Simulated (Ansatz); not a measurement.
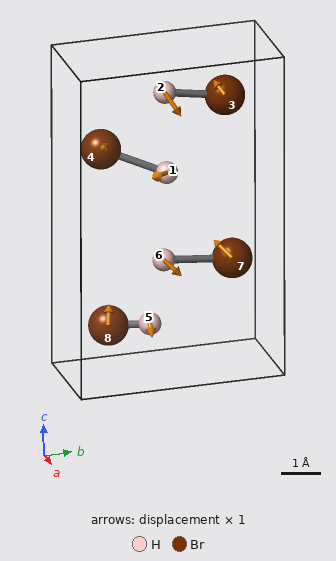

This is a relaxation of a crystal of HBr (built on the TlCl-63 type type). The starting structure is drawn; orange arrows show the displacements (the part carried along by the change of the cell is left out), at their true length.

A ball-and-stick model of the cell of the calculation, reduced to other axes, seen slightly off an axis. Lengths and directions refer to the drawn axes.

Case: shaken.

All numbers below come from DFT, PBEsol, plane waves, PAW in Ansatz.

Input
```yaml
crystal:
  lattice:
    - [2.2186312094, -5.8141953313, 0.0316091428]
    - [2.0845790009, 5.7637981547, -0.0107983058]
    - [0.0416737936, -0.0319262468, 8.544883369]
  atoms:
    - { symbol: H, position: [0.2608266233, 0.7326836469, 0.4117419931] }
    - { symbol: H, position: [0.7477645652, 0.2985697826, 0.0973652572] }
    - { symbol: Br, position: [0.844528715, 0.1132001235, 0.1160829217] }
    - { symbol: Br, position: [0.0641052395, 0.8309675912, 0.3383698097] }
    - { symbol: H, position: [0.2526173448, 0.8068902779, 0.8814406411] }
    - { symbol: H, position: [0.7618806624, 0.3204628977, 0.6219411505] }
    - { symbol: Br, position: [0.8878815267, 0.1283616764, 0.6258847534] }
    - { symbol: Br, position: [0.1184690129, 0.8573126933, 0.8881871648] }
kpoints:
  mp_grid: { grid: [4, 4, 2] }
hamiltonian:
  xc: pbesol
scf:
  occupations: { method: fermi_dirac, width: 0.05 }
relax:
  f_tol: 0.01
  cell: {}
  max_steps: 120
```

Run as
```bash
ansatz run input.yaml --threads 2 --pin off --max-ram 2211MiB --backend cpu --events-out ev --progress --plain --runs-dir out
```

> What did the optimiser do to the structure, and how much energy did it gain?

The atom that moves furthest relative to the cell is H2 (0.77 Å along [3 2 −2]). By element the largest moves are H 0.77 Å, Br 0.74 Å. The volume changes by −2.1 %, with a 4.304 → 4.219 Å (−2.0 %), b 6.129 → 6.296 Å (+2.7 %), c 8.545 → 8.536 Å (−0.1 %), α 90.2° → 95.0°, β 90.6° → 74.2°, γ 109.2° → 107.3°. Near-neighbour distances that change, for instance: Br3–H5 3.281 → 2.092 Å, H1–Br7 3.200 → 2.089 Å, H6–Br8 3.149 → 2.088 Å, H2–Br4 3.012 → 2.088 Å. The space group stays P1 (No. 1). Over 18 accepted moves (21 points after the start) the energy falls by 5.558 eV per cell of the calculation. Largest force component: 21 eV/Å at the start, 0.0078 eV/Å at the end. Pressure: 1.13 GPa at the start and 0.00 GPa at the end. The line search rejected the trial step at point 17 of the run. The SCF was repeated twice at an unchanged geometry on a basis and grid sized afresh for the cell, which shifted the energy by 3.5 meV per cell of the calculation at most. Cost: 66 s on 2 threads of Arm Neoverse V2 (shared host), peak memory 0.44 GiB.
